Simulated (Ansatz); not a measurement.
**Zn₂SnO: density, localisation and related maps**

```yaml
crystal:
  lattice:
    - [4.22256, 0.00000, 0.00000]
    - [-2.11128, 3.65684, 0.00000]
    - [0.00000, 0.00000, 5.50414]
  atoms:
    - { symbol: Zn, position: [0.00000, 0.00000, 0.00000] }
    - { symbol: Zn, position: [0.33333, 0.66667, 0.50000] }
    - { symbol: Sn, position: [0.33333, 0.66667, 0.00000] }
    - { symbol: O, position: [0.66667, 0.33333, 0.50000] }
```

Space group P-6m2; a structure generated by program, which may or may not match a known phase.

Computed with DFT PBE, scalar-relativistic, plane waves, PAW in Ansatz 0.2.0.

In a PAW calculation such maps are meaningful between the atoms, not at the nuclei.

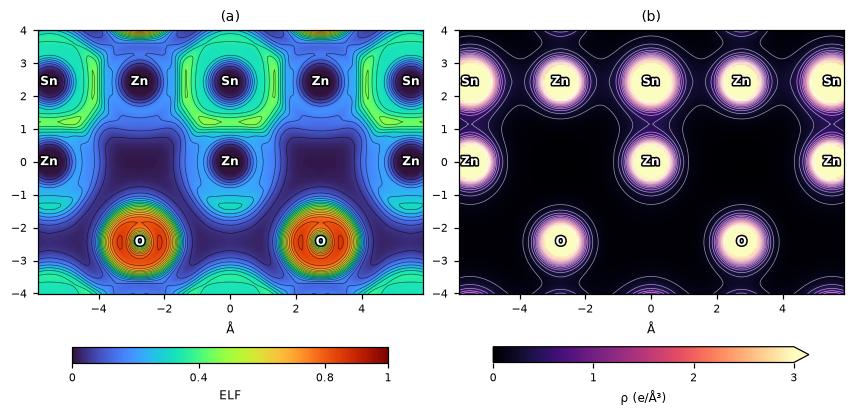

Figure 1. (a) electron localisation function; (b) valence pseudo-density on the (110) plane of the conventional cell.

### Describe what can be read from this map.

The plane passes through Zn, Sn and O nuclei.
Zn–Sn (2.44 Å): the density is about 0.46 e/Å³ at the midpoint; the ELF is about 0.45 at the midpoint.
Between the atoms the lowest density in this plane is 0.004 e/Å³.
The ELF also peaks beside O, away from the bonds: lone-pair regions.

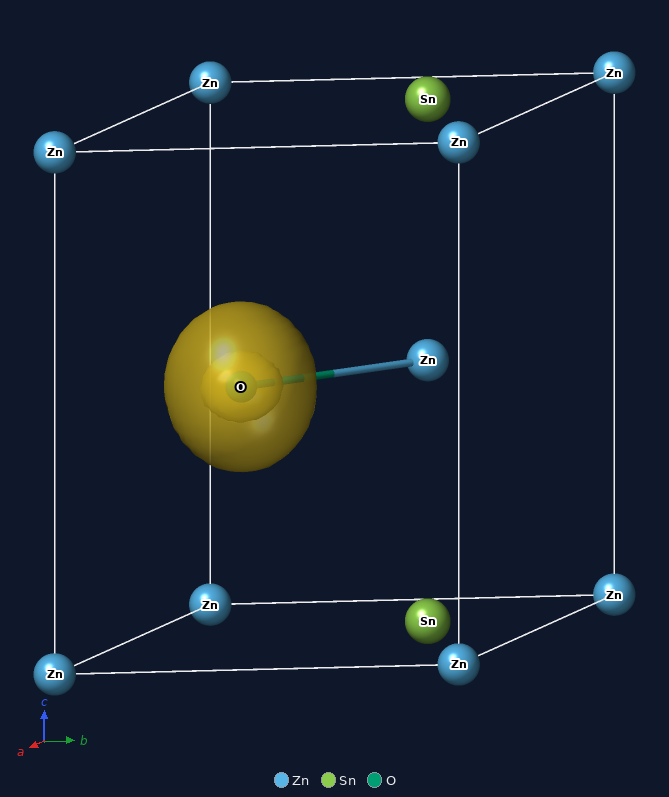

Figure 2. Isosurface of the ELF at 0.75 (yellow), seen slightly off an axis. Only the valence region is drawn (cores and ρ < 0.01 e/Å³ removed). Sticks mark near contacts.

### What do the ELF domains correspond to?

The surface consists of one region wrapped around O (its valence shell), counted in one cell of 4 atoms. Regions shared between cells count once.


 Zn–O (2.44 Å): the ELF is about 0.20 at the midpoint (no localised pair shows between them).

### Does the calculation make it a metal, or give it a gap?

It is metallic or semimetallic at this level of theory: no gap opens.
